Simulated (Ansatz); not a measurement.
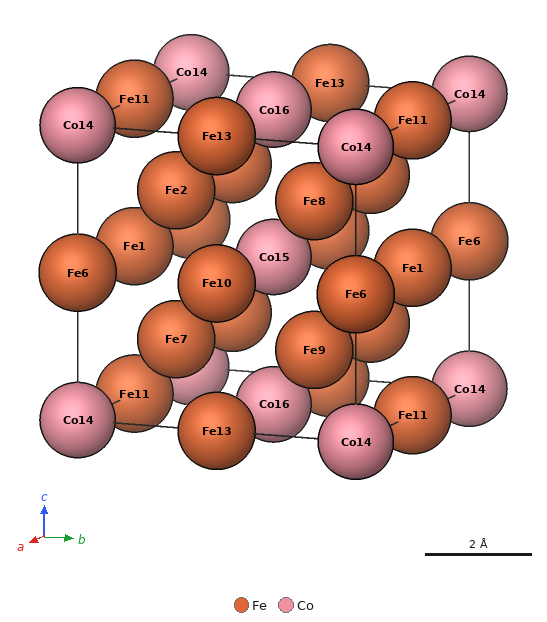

*The structure (spheres-only view of the cell of the calculation, seen slightly off an axis; atoms are numbered from 1 in the order of the input). An atom can appear more than once, as a periodic image.*

## Run report: Fe₁₃Co₃, single-point calculation (part 1 of 2)

- system: Fe₁₃Co₃ (16 atoms in the cell)
- method: DFT r2SCAN, scalar-relativistic, plane waves, PAW, spin-polarised (Ansatz 0.2.0)

The structure derives from a Materials Project entry. Figures and captions count atoms from 1; the log counts them from 0 in places.

Output:
```
Engine: ansatz 0.2.0, x86_64-unknown-linux-gnu
Pseudopotentials: kind: paw
Pseudopotential: Fe, paw, valence charge 16, recommended cutoff 500 eV (meta_gga), Fe.paw.azcp
Pseudopotential: Co, paw, valence charge 17, recommended cutoff 500 eV (meta_gga), Co.paw.azcp
Functional definition: r2SCAN
  parameter k0 = 0.174
  parameter k1 = 0.065
  parameter a1 = 4.9479
  exchange = r2scan_x(k0 = k0, k1 = k1, a1 = a1)
  correlation = r2scan_c
Crystal: 16 atoms, lattice volume = 184.427 Å³
Basis set: ecut = 500 eV, 4697 PW (Γ), exchange–correlation on 180×180×180 points (64 copies of the dense FFT grid, shifted against one another)
Bands: 192, of which v1, the nominal top of the filled ones, is band 130 counted from 1 (129 counted from 0)
Symmetry: 16 space group operations
Space group: P4/mmm (ITA 123), of the structure as read, at distance tolerance 5.7e-5 Å
Magnetic group: BNS 123.339 (UNI 999), of the structure as read, at distance tolerance 5.7e-5 Å
k-points: 18 of 64
Non-local potential: Fe, projectors of the file, l = 0: 3, l = 1: 2, l = 2: 3, l = 3: 1
Non-local potential: Co, projectors of the file, l = 0: 3, l = 1: 2, l = 2: 3, l = 3: 1
PAW form: soft (Blöchl's): semilocal exchange-correlation on the pseudo side does not see the compensation charge
PAW frozen core: Fe, regenerated for the run's functional (the file was generated under x = pbe(κ = 0.804, μ = 0.2195149727645171), c = pbe(β = 0.06672455060314922))
PAW frozen core: Co, regenerated for the run's functional (the file was generated under x = pbe(κ = 0.804, μ = 0.2195149727645171), c = pbe(β = 0.06672455060314922))
PAW one-centre angular grid: Fe, 590 points (default); XC on 160 Gauss nodes
PAW one-centre angular grid: Co, 590 points (default); XC on 160 Gauss nodes
Initial density: superposition of atomic densities (chi_scale 0.1, normalization cell)
Starting moments: Σ|m| = 61 μB on 16 of 16 sites
Initial wavefunctions: pseudopotential atomic-orbital guess
Functional: x = r2scan, c = r2scan; τ floored in thin density (d = 2e-4 eV/Å³)
iter 1 solved again at ethr=2.07e-3 eV; its pass at ethr=3.10e-3 eV (dr2=5.36e0 eV) is discarded
SCF iter   1: F=-73708.087685 eV  HF=-73705.655731 eV  |F-HF|=2.43e0  |Δ(HF+E_count)|=         —  Δρ=9.15e-2 (↑9.15e-2 ↓6.30e-2)  dr2=5.38e0  dr2_τ=3.30e-1  dr2_m=8.79e0  M=44.025 μB ∫|m|=46.182 μB  β_m=1.08  ethr=2.07e-3  ⟨swp⟩=1.8  Hψ=32343  notcnv=0
Mixer restart at iter 1: flushing history
preconditioner: auto → Kerker (q_TF=auto, 2.887 Å⁻¹)  [metal: Δε(μ)=0.001 eV  Ē_g=11.155 eV  σ=0.100 eV  W_gap=0.00  n_scr=80 (ndim 8)  ℏωp=31.3 eV  f_vac=0.000  D(μ)=14.56/eV (n_scr^D=170)]
spin=Collinear: Kerker preconditioning applied to the charge; magnetization (m = ρ↑ − ρ↓) channel mixes plain (no charge-response kernel on spin).
spin-set hold released at iteration 1 (the charge has settled, or the pull on large starting moments outlasts its swing): the magnetisation degrees of freedom join the quasi-Newton model from the next iteration; the mixer history was flushed
SCF iter   2: F=-73711.301713 eV  HF=-73709.888043 eV  |F-HF|=1.41e0  |Δ(HF+E_count)|=    4.23e0  Δρ=3.45e-2 (↑8.23e-3 ↓3.45e-2)  dr2=1.48e0  dr2_τ=2.39e-2  dr2_m=5.14e-1  M=42.089 μB ∫|m|=46.674 μB  β_m=1.20  ethr=2.07e-3  ⟨swp⟩=2.8  Hψ=13606  notcnv=0  defer=6  κ⁻¹=1.0e0(r=1)
SCF iter   3: F=-73712.117007 eV  HF=-73711.216173 eV  |F-HF|=9.01e-1  |Δ(HF+E_count)|=    1.33e0  Δρ=1.57e-2 (↑8.69e-3 ↓1.57e-2)  dr2=5.10e-1  dr2_τ=7.34e-3  dr2_m=8.18e-2  M=41.505 μB ∫|m|=46.697 μB  β_m=1.20  ethr=5.70e-4  ⟨swp⟩=2.3  Hψ=10174  notcnv=0  defer=898  κ⁻¹=8.2e-2(r=2)
SCF iter   4: F=-73712.435627 eV  HF=-73711.875671 eV  |F-HF|=5.60e-1  |Δ(HF+E_count)|=   6.59e-1  Δρ=8.92e-3 (↑8.92e-3 ↓7.22e-3)  dr2=1.58e-1  dr2_τ=1.99e-3  dr2_m=2.73e-2  M=41.136 μB ∫|m|=46.469 μB  β_m=1.20  ethr=1.97e-4  ⟨swp⟩=2.4  Hψ=10839  notcnv=0  defer=1037  κ⁻¹=8.4e-3(r=3)
SCF iter   5: F=-73712.588544 eV  HF=-73712.296679 eV  |F-HF|=2.92e-1  |Δ(HF+E_count)|=   4.21e-1  Δρ=5.80e-3 (↑5.62e-3 ↓5.80e-3)  dr2=5.29e-2  dr2_τ=1.09e-3  dr2_m=2.06e-2  M=40.642 μB ∫|m|=45.991 μB  β_m=1.20  ethr=6.11e-5  ⟨swp⟩=2.3  Hψ=11415  notcnv=0  defer=1092  κ⁻¹=7.2e-4(r=4)
SCF iter   6: F=-73712.678870 eV  HF=-73712.581723 eV  |F-HF|=9.71e-2  |Δ(HF+E_count)|=   2.85e-1  Δρ=3.22e-3 (↑2.16e-3 ↓3.22e-3)  dr2=1.70e-2  dr2_τ=2.95e-4  dr2_m=1.27e-3  M=40.197 μB ∫|m|=45.412 μB  β_m=1.20  ethr=2.04e-5  ⟨swp⟩=2.1  Hψ=11771  notcnv=0  defer=1092  κ⁻¹=2.6e-4(r=5)
SCF iter   7: F=-73712.697270 eV  HF=-73712.661389 eV  |F-HF|=3.59e-2  |Δ(HF+E_count)|=   7.97e-2  Δρ=1.92e-3 (↑1.46e-3 ↓1.92e-3)  dr2=9.61e-3  dr2_τ=1.26e-4  dr2_m=2.67e-4  M=40.012 μB ∫|m|=45.171 μB  β_m=1.20  ethr=6.55e-6  ⟨swp⟩=2.1  Hψ=11969  notcnv=0  defer=1099  κ⁻¹=5.4e-5(r=6)
SCF iter   8: F=-73712.706837 eV  HF=-73712.700965 eV  |F-HF|=5.87e-3  |Δ(HF+E_count)|=   3.96e-2  Δρ=8.64e-4 (↑8.18e-4 ↓8.64e-4)  dr2=2.23e-3  dr2_τ=2.40e-5  dr2_m=3.09e-4  M=39.839 μB ∫|m|=44.982 μB  β_m=1.20  ethr=3.71e-6  ⟨swp⟩=2.0  Hψ=10973  notcnv=0  defer=1107  κ⁻¹=3.0e-5(r=7)
SCF iter   9: F=-73712.708983 eV  HF=-73712.707369 eV  |F-HF|=1.61e-3  |Δ(HF+E_count)|=   6.40e-3  Δρ=7.89e-4 (↑7.89e-4 ↓5.43e-4)  dr2=1.43e-3  dr2_τ=1.26e-5  dr2_m=1.60e-4  M=39.747 μB ∫|m|=44.884 μB  β_m=1.20  ethr=8.60e-7  ⟨swp⟩=2.0  Hψ=10924  notcnv=0  defer=1107  κ⁻¹=1.1e-5(r=8)
SCF iter  10: F=-73712.709434 eV  HF=-73712.708676 eV  |F-HF|=7.57e-4  |Δ(HF+E_count)|=   1.31e-3  Δρ=4.84e-4 (↑4.84e-4 ↓4.01e-4)  dr2=8.34e-4  dr2_τ=5.76e-6  dr2_m=4.49e-5  M=39.723 μB ∫|m|=44.855 μB  β_m=1.20  ethr=5.50e-7  ⟨swp⟩=1.0  Hψ=6069  notcnv=0  defer=1107  κ⁻¹=2.3e-5(r=8)
SCF iter  11: F=-73712.709997 eV  HF=-73712.709985 eV  |F-HF|=1.21e-5  |Δ(HF+E_count)|=   1.31e-3  Δρ=1.52e-4 (↑1.51e-4 ↓1.52e-4)  dr2=9.52e-5  dr2_τ=3.20e-6  dr2_m=5.50e-6  M=39.670 μB ∫|m|=44.792 μB  β_m=1.20  ethr=3.22e-7  ⟨swp⟩=2.0  Hψ=10629  notcnv=0  defer=1107  κ⁻¹=4.8e-5(r=8)
SCF iter  12: F=-73712.709744 eV  HF=-73712.709630 eV  |F-HF|=1.14e-4  |Δ(HF+E_count)|=   3.54e-4  Δρ=1.44e-4 (↑1.37e-4 ↓1.44e-4)  dr2=3.48e-5  dr2_τ=1.69e-6  dr2_m=3.24e-6  M=39.665 μB ∫|m|=44.786 μB  β_m=1.20  ethr=3.67e-8  ⟨swp⟩=2.0  Hψ=10627  notcnv=0  defer=1107  κ⁻¹=1.3e-4(r=8)
SCF iter  13: F=-73712.709781 eV  HF=-73712.709749 eV  |F-HF|=3.19e-5  |Δ(HF+E_count)|=   1.18e-4  Δρ=5.08e-5 (↑4.10e-5 ↓5.08e-5)  dr2=5.61e-6  dr2_τ=1.80e-7  dr2_m=3.82e-7  M=39.671 μB ∫|m|=44.794 μB  β_m=1.20  ethr=1.34e-8  ⟨swp⟩=2.0  Hψ=10483  notcnv=0  defer=1107  κ⁻¹=8.4e-5(r=8)
SCF iter  14: F=-73712.709787 eV  HF=-73712.709781 eV  |F-HF|=6.74e-6  |Δ(HF+E_count)|=   3.20e-5  Δρ=3.32e-5 (↑1.81e-5 ↓3.32e-5)  dr2=2.69e-6  dr2_τ=3.21e-8  dr2_m=2.68e-7  M=39.674 μB ∫|m|=44.799 μB  β_m=1.20  ethr=2.17e-9  ⟨swp⟩=2.1  Hψ=10492  notcnv=0  defer=1107  κ⁻¹=2.4e-4(r=8)
SCF iter  15: F=-73712.709789 eV  HF=-73712.709788 eV  |F-HF|=1.61e-6  |Δ(HF+E_count)|=   7.04e-6  Δρ=2.15e-5 (↑1.47e-5 ↓2.15e-5)  dr2=1.40e-6  dr2_τ=3.05e-8  dr2_m=7.09e-8  M=39.676 μB ∫|m|=44.801 μB  β_m=1.20  ethr=1.04e-9  ⟨swp⟩=2.0  Hψ=10485  notcnv=0  defer=1107  κ⁻¹=1.8e-5(r=8)
SCF iter  16: F=-73712.709790 eV  HF=-73712.709790 eV  |F-HF|=1.03e-7  |Δ(HF+E_count)|=   2.38e-6  Δρ=1.19e-5 (↑1.00e-5 ↓1.19e-5)  dr2=4.44e-7  dr2_τ=1.43e-8  dr2_m=1.36e-8  M=39.677 μB ∫|m|=44.803 μB  β_m=1.20  ethr=5.41e-10  ⟨swp⟩=2.0  Hψ=10430  notcnv=0  defer=1107  κ⁻¹=1.8e-4(r=8)
SCF iter  17: F=-73712.709790 eV  HF=-73712.709790 eV  |F-HF|=1.06e-7  |Δ(HF+E_count)|=   2.33e-7  Δρ=7.71e-6 (↑6.09e-6 ↓7.71e-6)  dr2=1.58e-7  dr2_τ=2.97e-9  dr2_m=5.35e-9  M=39.678 μB ∫|m|=44.804 μB  β_m=1.20  ethr=1.71e-10  ⟨swp⟩=2.0  Hψ=10468  notcnv=0  defer=1107  κ⁻¹=3.5e-5(r=8)
SCF iter  18: F=-73712.709790 eV  HF=-73712.709790 eV  |F-HF|=9.24e-8  |Δ(HF+E_count)|=   6.53e-8  Δρ=5.27e-6 (↑3.98e-6 ↓5.27e-6)  dr2=7.23e-8  dr2_τ=1.78e-9  dr2_m=2.47e-9  M=39.678 μB ∫|m|=44.804 μB  β_m=1.20  ethr=3.86e-11  ⟨swp⟩=11.2  Hψ=39090  notcnv=0  κ⁻¹=3.5e-5(r=8)
SCF iter  19: F=-73712.709790 eV  HF=-73712.709790 eV  |F-HF|=1.89e-8  |Δ(HF+E_count)|=   1.10e-7  Δρ=2.22e-6 (↑2.21e-6 ↓2.22e-6)  dr2=2.24e-8  dr2_τ=3.58e-10  dr2_m=3.93e-10  M=39.678 μB ∫|m|=44.803 μB  ethr=2.79e-11  ⟨swp⟩=4.9  Hψ=24758  notcnv=0
SCF 1 converged in 19 iterations: F = -73712.709790 eV  dr2 = 2.24e-8
  greatest PAW one-centre occupation: 1.005 electrons in one spin orbital (limit 2), on the Fe atom at site 8 (counted from 0), in its partial waves of l = 1
```

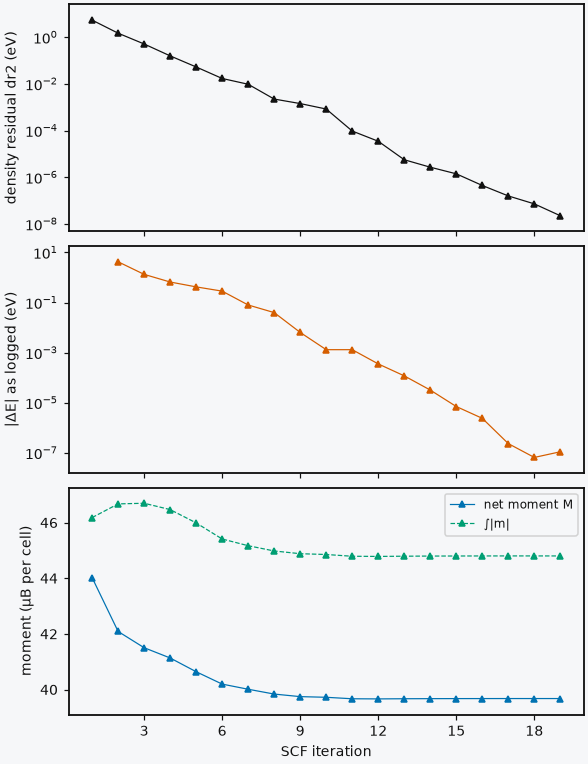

*Convergence of the self-consistent field: density residual dr2, size of the energy change and magnetic moment against the SCF iteration.*

The residual falls at every step. The net moment goes from 44.0 to 39.7 μB per cell.

```
this state was not tested for a lower state beside it, because the mixer in use, unlike msr1, does not test its closes by its own steps (another_mixer; see scf.mixing.algorithm and scf.lower_state_search)
SCF converged after 19 iterations
Magnetization: 39.6777 μB (149.3389 up, 109.6611 down)
Absolute magnetization: 44.8189 μB (∫|ρ↑−ρ↓|, with the PAW one-centre terms)
Spin contamination: 1.8523 ħ² per cell (⟨S²⟩ above its minimum at these occupations)
Per-site moments (μB) at R_I (Å): [(2.7507516179299665, 1.0198580000167417), (2.8416827649068175, 1.0089697551090355), (2.841682764906816, 1.0089697551090353), (2.841682764906815, 1.0089697551090355), (2.841682764906819, 1.0089697551090353), (2.7663119088356067, 1.0244630527900553), (2.8416827649068135, 1.0089697551090353), (2.8416827649068193, 1.0089697551090355), (2.841682764906819, 1.0089697551090353), (2.750751617929964, 1.0198580000167417), (2.650429745222122, 1.013624276079928), (2.841682764906816, 1.008969755109035), (2.6504297452221213, 1.013624276079928), (1.9362531133630676, 1.01825752115677), (1.9098541531028541, 1.0152320591196755), (1.9052103518018324, 1.008969755109035)]
Free energy (F): -73712.709790 eV
Harris-Foulkes:  -73712.709790 eV  (|F-HF|=1.89e-8)
Internal energy: -73712.667020 eV  (E = F + TS)
E sigma→0 (E₀):  -73712.688405 eV
Entropy (-TS):   -0.042770 eV (-2.673 meV/atom)
Fermi energy:    18.063641 eV
--- Per-component energies (eV) ---
  E_band       = -3966.569303
  E_kinetic    = 5896.324710
  E_local      = -35904.129322  (includes V_loc(G=0)·N_el)
  E_nonlocal   = 4268.059142
  E_hartree    = 15073.958624
  E_xc         = -1941.868044
  E_vxc        = -2870.814669  (∫ρ·V_xc dr)
  E_paw        = -22501.455111  (= ΣΔE_a)
  E_vpaw       = -5705.292077  (= ΣTr[D̂ρ^β])
  E_aug_tail   = 0.003464  (compensation charges beyond the density's cutoff)
  E_vtau       = 201.352014  (kinetic-family band-sum trace: ∫τ·v_τ [+ j·A + Jᵃ·Aᵃ] dr)
  E_ewald      = -38598.911689
  E_core_change = -4.648793  (= ΣΔE_core)
  E_smearing   = -0.042770  (= −TS)
  E_closure    = 0.000000  (closes the sum)
  Σ components = -73712.709790   (vs F -73712.709790, Δ=0.00e0)
--- Forces (eV/Å), atoms counted from 1 ---
  atom   1  Fe    -0.00000000    -0.00000000    -0.00000000
  atom   2  Fe     0.02844971    -0.02844971    -0.03137275
  atom   3  Fe    -0.02844971     0.02844971     0.03137275
  atom   4  Fe    -0.02844971     0.02844971    -0.03137275
  atom   5  Fe    -0.02844971    -0.02844971    -0.03137275
  atom   6  Fe    -0.00000000     0.00000000     0.00000000
  atom   7  Fe     0.02844971    -0.02844971     0.03137275
  atom   8  Fe     0.02844971     0.02844971    -0.03137275
  atom   9  Fe     0.02844971     0.02844971     0.03137275
  atom  10  Fe    -0.00000000     0.00000000     0.00000000
  atom  11  Fe     0.00000000    -0.00000000    -0.00000000
  atom  12  Fe    -0.02844971    -0.02844971     0.03137275
  atom  13  Fe     0.00000000     0.00000000     0.00000000
  atom  14  Co     0.00000000     0.00000000     0.00000000
  atom  15  Co     0.00000000    -0.00000000    -0.00000000
  atom  16  Co     0.00000000    -0.00000000    -0.00000000
  max |Σ_I F_I| component: 1.04e-17 eV/Å
--- Stress (GPa, compression-positive) ---
       -0.117442       0.000000       0.000000
        0.000000      -0.117442      -0.000000
        0.000000      -0.000000       0.118406
  P = ⅓ Tr σ = -0.0388 GPa (-0.388 kbar)
--- Band table (eV; the first three rows and the last of 36) ---
```
